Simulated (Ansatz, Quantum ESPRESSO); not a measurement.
# MgO (Periclase): the LO frequency by hand

Wanted: the LO mode of MgO (Periclase) from the TO mode and the field response.

Program: Quantum ESPRESSO 8.0 development, patched. Level of theory: DFT LDA, scalar-relativistic, plane waves, PseudoDojo norm-conserving pseudopotentials. Results are calculated unless marked as measured.

The database entry behind the starting cell differs from later determinations by our own check (about 0.1 % long), so it need not match the best structure at ambient conditions.

**1. Set-up**

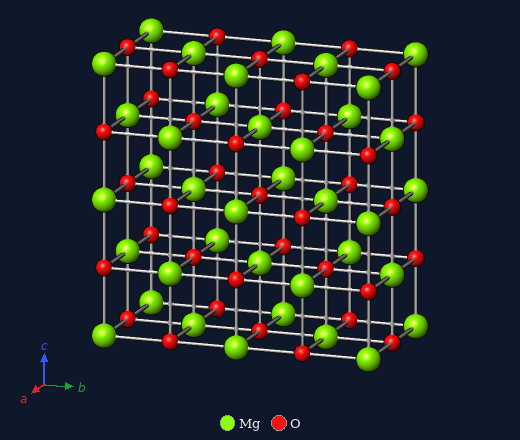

Start, viewed slightly off an axis; magnesium green, oxygen red. 1×2×2 cells are drawn. This picture shows the conventional cell, with its axes. Some periodic images of atoms are drawn too.

As a file:

```
CELL_PARAMETERS angstrom
-2.08009 0.00000 2.08009
0.00000 2.08009 2.08009
-2.08009 2.08009 0.00000
ATOMIC_POSITIONS crystal
Mg 0.00000 0.00000 0.00000
O 0.50000 0.50000 0.50000
```

This is the cell after its relaxation at this level of theory, not the database cell from which that began.

**2. What the response run gave**

A linear-response run on the relaxed cell, with the response to an electric field; only its zone-centre results are used. Cutoff 84 Ry, k mesh 12×12×12.

The log of the run:

```text
[banners, grids, parts of the stress and lines that vanish by symmetry left out]
Program PHONON v.8.0dev
     Dynamical matrices for q-points given in input
     (   1q-points):
[...]
Exchange-correlation= PW
                           (   1   4   0   0   0   0   0)
[...]
kinetic-energy cut-off    =      84.0000  Ry
     charge density cut-off    =     336.0000  Ry
     convergence threshold     =      1.0E-18
[...]
Exchange-correlation= PW
                           (   1   4   0   0   0   0   0)
[...]
q = (   0.0000000   0.0000000   0.0000000 )
     49 Sym.Ops. (with q -> -q+G )
     G cutoff =  526.0197  (  12627 G-vectors)     FFT grid: ( 36, 36, 36)
     number of k points=    72
[...]
Mode symmetry, O_h (m-3m)  point group:
[...]
Dielectric constant
[...]
End of electric fields calculation
          Dielectric constant in cartesian axis
          (       3.172188516       0.000000000       0.000000000 )
          (       0.000000000       3.172188516       0.000000000 )
          (       0.000000000       0.000000000       3.172188516 )
          Effective charges (d Force / dE) in cartesian axis without acoustic sum rule applied (asr)
           atom    1  Mg    Mean Z*:        1.97174
      Ex  (        1.97174       -0.00000       -0.00000 )
      Ey  (       -0.00000        1.97174        0.00000 )
      Ez  (       -0.00000        0.00000        1.97174 )
           atom    2  O     Mean Z*:       -1.97175
      Ex  (       -1.97175       -0.00000       -0.00000 )
      Ey  (       -0.00000       -1.97175        0.00000 )
      Ez  (       -0.00000        0.00000       -1.97175 )
          Effective charges Sum: Mean:       -0.00001
[...]
Effective charges (d Force / dE) in cartesian axis with asr applied:
           atom    1  Mg    Mean Z*:        1.97174
[...]
atom    2  O     Mean Z*:       -1.97174
[...]
Dielectric constant from finite-differences
          (       3.172113804      -0.000000000      -0.000000000 )
          (      -0.000000000       3.172113804       0.000000000 )
          (      -0.000000000       0.000000000       3.172113804 )
[...]
(       0.000000000       0.000000000      -0.000000000 )
          (       0.000000000       0.000000000       0.000000000 )
          (       0.000000000       0.000000000       0.000000000 )
          (       0.000000000       0.000000000      -0.000000000 )
          (       0.000000000       0.000000000      -0.000000000 )
          (       0.000000000      -0.000000000       0.000000000 )
          (      -0.000000000      -0.000000000      -0.000000000 )
          (      -0.000000000      -0.000000000       0.000000000 )
[...]
(      -0.000000000      -0.000000000       0.000000000 )
          (       0.000000000       0.000000000       0.000000000 )
          (      -0.000000000       0.000000000       0.000000000 )
          (       0.000000000      -0.000000000       0.000000000 )
          (       0.000000000       0.000000000      -0.000000000 )
[...]
Representation #   1 modes #   1   2   3
[...]
End of self-consistent calculation
     Convergence has been achieved
     Representation #   2 modes #   4   5   6
[...]
End of self-consistent calculation
     Convergence has been achieved
[...]
Dielectric constant in cartesian axis
          (       3.172188516       0.000000000       0.000000000 )
          (       0.000000000       3.172188516       0.000000000 )
          (       0.000000000       0.000000000       3.172188516 )
          Effective charges (d Force / dE) in cartesian axis without acoustic sum rule applied (asr)
           atom    1  Mg    Mean Z*:        1.97174
      Ex  (        1.97174       -0.00000       -0.00000 )
      Ey  (       -0.00000        1.97174        0.00000 )
      Ez  (       -0.00000        0.00000        1.97174 )
           atom    2  O     Mean Z*:       -1.97175
      Ex  (       -1.97175       -0.00000       -0.00000 )
      Ey  (       -0.00000       -1.97175        0.00000 )
      Ez  (       -0.00000        0.00000       -1.97175 )
          Effective charges Sum: Mean:       -0.00001
[...]
Effective charges (d Force / dE) in cartesian axis with asr applied:
           atom    1  Mg    Mean Z*:        1.97174
[...]
atom    2  O     Mean Z*:       -1.97174
[...]
q = (    0.000000000   0.000000000   0.000000000 )
[...]
freq (    1) =       0.084016 [THz] =       2.802485 [cm-1]
     freq (    2) =       0.084016 [THz] =       2.802485 [cm-1]
     freq (    3) =       0.084016 [THz] =       2.802485 [cm-1]
     freq (    4) =      12.269544 [THz] =     409.267921 [cm-1]
     freq (    5) =      12.269544 [THz] =     409.267921 [cm-1]
     freq (    6) =      12.269544 [THz] =     409.267921 [cm-1]
[...]
Mode symmetry, O_h (m-3m)  point group:
     freq (   1-   3) =          2.8  [cm-1]   --> T_1u G_15  G_4- I
     freq (   4-   6) =        409.3  [cm-1]   --> T_1u G_15  G_4- I

   JOB DONE.
```

```
                       quantity   value
             cell volume Ω (Å³)  18.000
                 mass of Mg (u)  24.305
                  mass of O (u)  15.999
     Born charge of Mg, raw (e)   1.972
      Born charge of O, raw (e)  -1.972
                             ε∞   3.172
ω(TO) after the sum rule (cm⁻¹)   409.3
```

**3. The calculation**

The charges must sum to zero over the cell; taking off their mean, 0.000 e, leaves Z* = 1.972 e on Mg. In the polar mode Mg moves against O, so the reduced mass is μ = 24.30 × 16.00 / 40.30 = 9.648 u.

A longitudinal wave builds up a field that adds to the restoring force: ω(LO)² = ω(TO)² + 4π Z*² / (μ Ω ε∞), in Hartree atomic units. With μ = 17587 electron masses and Ω = 121.47 bohr³ the second term is 7.2091e-06 Ha², or 347254 cm⁻² (1 Ha = 219474.6 cm⁻¹).

So ω(LO) = √(167494 + 347254) = 717.5 cm⁻¹, and by the Lyddane-Sachs-Teller relation ε₀ = ε∞ (ω(LO)/ω(TO))² = 9.75.

**4. Check against the program**

The analysis program adds the same non-analytic term to the full matrix, here for q along (1 0 0).

The log of the run:

```text
[banner, memory and clock lines left out]
Program DYNMAT v.8.0dev

     Reading Dynamical Matrix from file g.dyn
     ...Force constants read
     ...epsilon and Z* read
     ...Raman cross sections read

     Polarizability (A^3 units)
     multiply by 0.580025 for Clausius-Mossotti correction (not under assume_isolated = 'mt')
         3.111464    0.000000    0.000000
         0.000000    3.111464    0.000000
         0.000000    0.000000    3.111464

     IR activities are in (D/A)^2/amu units

# mode   [cm-1]    [THz]      IR
    1     -0.00   -0.0000    0.0000
    2      0.00    0.0000    0.0000
    3      0.00    0.0000    0.0000
    4    409.26   12.2693    9.2967
    5    409.26   12.2693    9.2967
    6    717.46   21.5089    9.2967
```

ε₀ comes from the program's run without a direction of q.

```
    quantity  by hand  program
ω(LO) (cm⁻¹)    717.5    717.5
          ε₀     9.75     9.75
```

**5. What came out**

- TO mode: 409.3 cm⁻¹
- LO mode: 717.5 cm⁻¹
- static dielectric constant: 9.749

The LO mode of MgO (Periclase) lies at 717 cm⁻¹, 308 cm⁻¹ above the TO mode; the formula meets the program within 0.1 cm⁻¹, as it must for a cubic crystal with one polar mode. ω(LO)² − ω(TO)² goes with Z*²/ε∞: an error of 5 % in ε∞ would move the LO mode by 11.6 cm⁻¹, and semilocal functionals tend to overestimate ε∞. These are harmonic values at zero temperature, at the volume of this functional, for the structure held cubic; stability elsewhere in the zone is no part of this calculation.

[Host names and launcher messages were left out of these logs when they were recorded.]

[Logs are printed without paths, hosts, clocks, repeated set-up lines and the standing remarks that a program may print on its own settings, such as how far it seeks lower states.]

[Hosts, paths, dates, database ids (printed as entryN), source tags and the programs' standing remarks are cut or masked in the printed files.]
